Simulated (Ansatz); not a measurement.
PbO2

The calculation's input:

```
crystal:
  lattice:
    - [1.7417882339, 1.0056219057, 3.941013155]
    - [-1.7417882339, 1.0056219057, 3.941013155]
    - [0.0, -2.0112438115, 3.941013155]
  atoms:
    - { symbol: Pb, position: [0.5, 0.5, 0.5] }
    - { symbol: O, position: [0.7495960413, 0.7495960413, 0.7495960413] }
    - { symbol: O, position: [0.2504039587, 0.2504039587, 0.2504039587] }
basis:
  ecutwfc: 500
kpoints:
  mp_grid: { grid: [18, 18, 18] }
  band_path:
    path:
      - [[0.0, 0.0, 0.0], [0.5, 0.5, 0.5], [0.78992607, 0.21007393, 0.5]]
      - [[0.5, -0.21007393, 0.21007393], [0.5, 0.0, 0.0], [0.0, 0.0, 0.0], [0.35503697, -0.35503697, 0.0]]
      - [[0.64496303, 0.0, 0.35503697], [0.5, 0.0, 0.5], [0.0, 0.0, 0.0]]
    npoints: 14
hamiltonian:
  xc: r2scan
scf:
  occupations: { method: gaussian, width: 0.1 }
  n_extra_bands: 7
output:
  forces: true
  stress: true
  eigenvalues: true
  populations: true
  dos: { projected: true, de: 0.02, nscf_kmesh: { grid: [22, 22, 22] } }
  bader: true
  write_density: true
  write_potential: true
  elf: true
  volumetric_format: npy
```

Command:

```sh
ansatz run input.yaml --threads 1 --pin off --max-ram 2048MiB --backend cpu --events-out ev --progress --plain --runs-dir out
```

Below, planes, directions and counts refer to the conventional cell (a = 3.48 Å, b = 3.48 Å, c = 11.82 Å, α = 90.00°, β = 90.00°, γ = 120.00°).

Space group R-3m; a structure generated by program, which may or may not match a known phase; not relaxed (largest force 0.3 eV/Å); computed pressure about −4 GPa in this cell.

The calculation used Ansatz 0.2.0, DFT r2SCAN, scalar-relativistic, plane waves, PAW.

In a PAW calculation such maps are meaningful between the atoms, not at the nuclei.

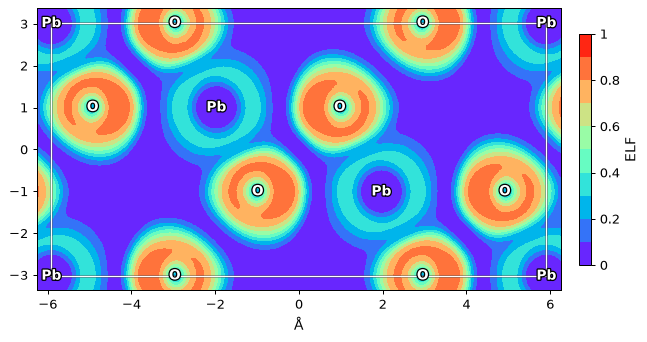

Figure 1. Electron localisation function on the (110) plane of the conventional cell.

Describe what can be read from this map.

Answer. Atoms in the plane: Pb and O. Pb–O (2.24 Å): the ELF peaks at about 0.80 in the valence shell of O, 0.6 Å from its nucleus, and drops to about 0.20 between the two atoms. The ELF also peaks beside O, away from the bonds: lone-pair regions.

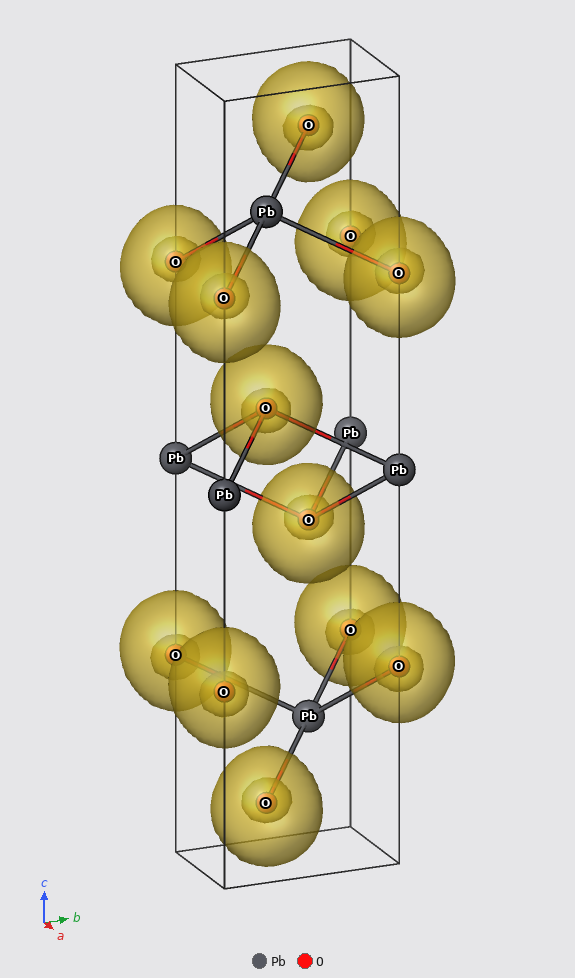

Figure 2. Isosurface of the ELF at 0.7 (yellow), seen slightly off an axis. Core shells and regions of very low density are left out. Sticks mark near contacts.

What do the ELF domains correspond to?

Answer. The ELF exceeds this value in six regions wrapped around O (the valence shell of each), counted in one cell of 9 atoms. Any copies at cell faces, edges or corners count once.

How much charge does the calculation move between the atoms?

Answer. Electrons move from Pb towards O. Bader charges: Pb +2.09 and O −1.05 e.

Does the calculation give a band gap?

Answer. It is gapless in this calculation (a metal or semimetal).
